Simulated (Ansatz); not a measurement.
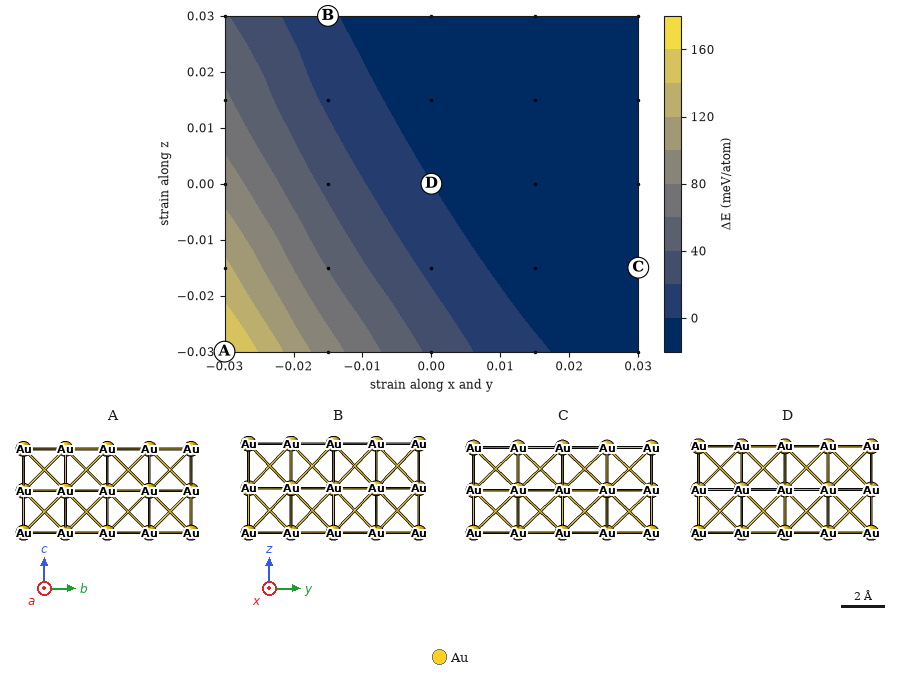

Solid Au (Fm-3m): the cell is strained equally along x and y and separately along z, with the atoms kept at their fractional coordinates. x, y and z are the Cartesian axes of the input. The map is interpolated between the computed points (dots). The lettered frames are marked on it. A ball-and-stick model of the conventional cell (4 times the calculation's cell), repeated 2 × 2 × 1 with one cell outlined, seen along the a axis. Lengths and directions refer to the drawn axes.

Computed with Ansatz, DFT PBE, scalar-relativistic, plane waves, PAW. (plane-wave cutoff 420 eV; k-point mesh 20 × 20 × 20; occupations gaussian; smearing width 0.15 eV; no spin polarisation). Energies (free energies at the smearing named) are counted from the cell as listed in its source, which wasn't relaxed.

Question: Where is the lowest point of the map, and what else does it tell?

Answer: In pairs of (strain along x and y; strain along z): the lowest computed point lies at (0.015, 0.015) (−19.9 meV/atom), the highest at (−0.030, −0.030) (165.3 meV/atom). The valley is tilted: raising the in-plane strain is made harder by raising the strain along z (cross term 0.86 of the geometric mean of the two curvatures). Over the ranges scanned the energy rises more along the first axis, the in-plane strain. The pressure runs from −5.0 GPa at (0.030, 0.030) to 29.5 GPa at (−0.030, −0.030). The frames lie at A (−0.030, −0.030): 165.3 meV/atom, B (−0.015, 0.030): 3.2 meV/atom, C (0.030, −0.015): −18.0 meV/atom, D (0.000, 0.000): 0.0 meV/atom.
